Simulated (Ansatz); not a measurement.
```
Si O
1.0
     2.77292    0.00000    0.00000
     0.00000    2.77292    0.00000
     0.00000    0.00000    2.77292
Si O
1 1
Cartesian
  0.0000 0.0000 0.0000
  1.3865 1.3865 1.3865
```

Space group Pm-3m; a generated structure, not necessarily the stable one.

The calculation used Kohn-Sham DFT of a periodic cell, PBEsol, Ansatz PAW (Ansatz).

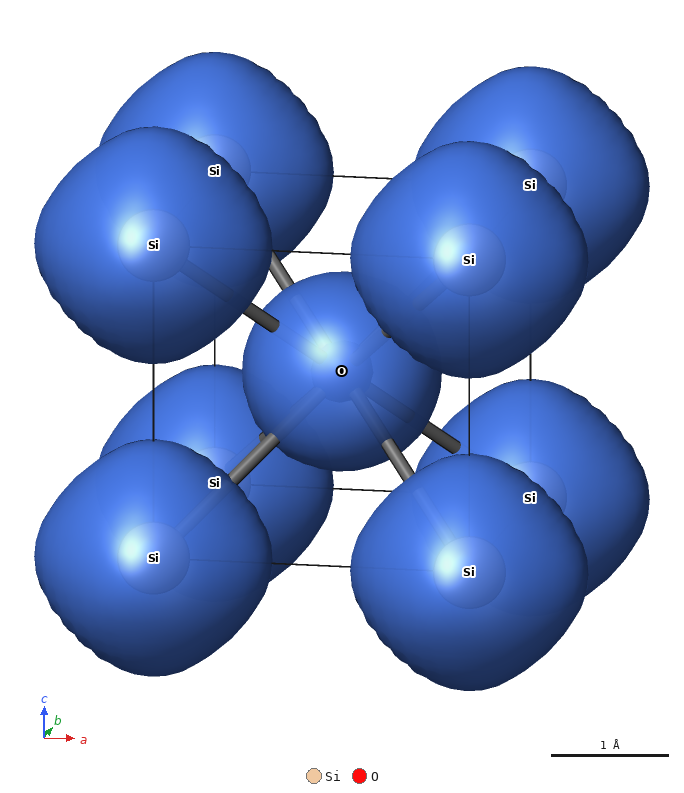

SiO. Isosurface of the electron localisation function at 0.6 (blue), seen slightly off an axis. Core shells and regions of very low density are left out. Sticks mark near contacts.

In a PAW calculation such maps are meaningful between the atoms, not at the nuclei.

> Describe the localisation domains.

At this value the surface marks out one region wrapped around O (its valence shell) and one region wrapped around Si (its valence shell), counted in one cell of 2 atoms. Regions shared between cells count once. Profiles from the grid: Si–O (2.40 Å): the ELF is about 0.30 at the midpoint.

> Metal or insulator at this level of theory?

It is gapless in this calculation (a metal or semimetal).
